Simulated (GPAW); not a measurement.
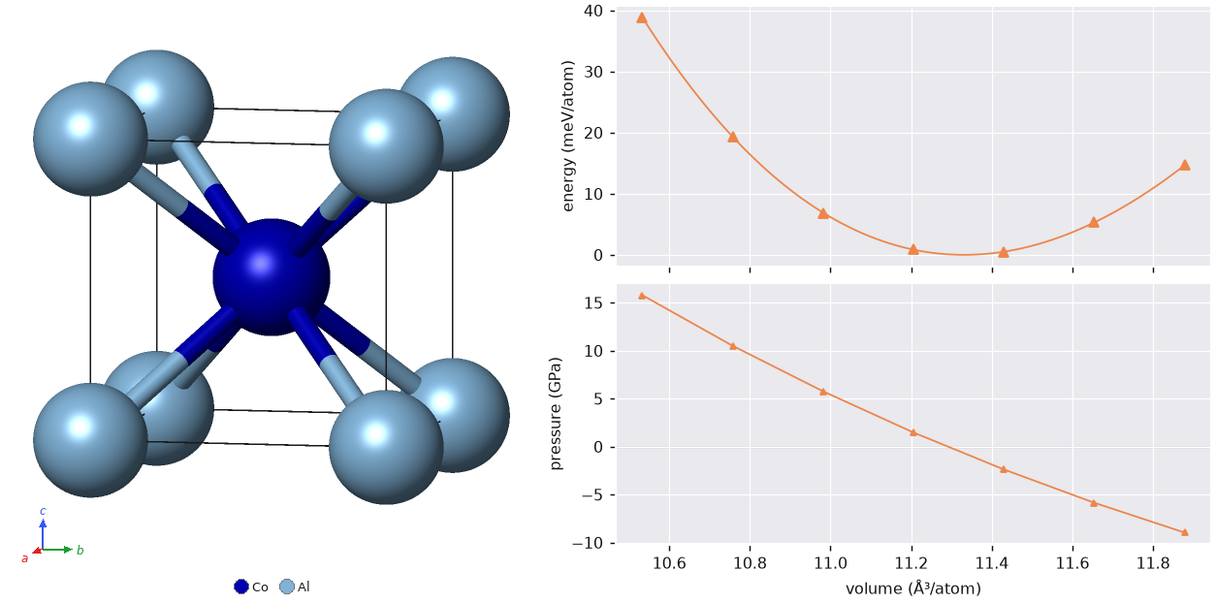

The picture above shows the energy and pressure against volume for AlCo, space group Pm-3m (No. 221). The conventional cell is drawn beside the plot.

Cell as given: a = 2.819 Å, b = 2.819 Å, c = 2.819 Å, α = 90.00°, β = 90.00°, γ = 90.00°; 2 atoms.

Computed with GPAW 26.7.0: PAW DFT in plane waves, on a grid or in atomic orbitals, collinear spins; energies at scaled volumes of the given cell, shape and fractions fixed, counted from the fit's minimum, third-order Birch-Murnaghan fit. Level: PBEsol, collinear spin.

- k mesh: 9×9×9
- occupations: Fermi–Dirac
- smearing width: 0.05 eV
- potentials: PAW data sets made by gpaw setup for the functional
- wave cutoff: 600 eV
- program settings: basis pw

**What equilibrium volume and bulk modulus follow from the curve?**

A third-order Birch–Murnaghan fit gives V0 = 11.33 Å³/atom, B0 = 194 GPa and B′ = 4.5.

**How does the pressure vary with volume?**

It falls from 15.78 GPa at volume 10.53 Å³/atom to −8.96 GPa at 11.88 Å³/atom, and changes sign near 11.29 Å³/atom.

The computed values:

```csv
volume (Å³/atom),energy (meV/atom),pressure (GPa)
10.53,38.79,15.78
10.76,19.33,10.50
10.98,6.85,5.76
11.21,0.85,1.47
11.43,0.53,-2.38
11.65,5.30,-5.85
11.88,14.67,-8.96
```
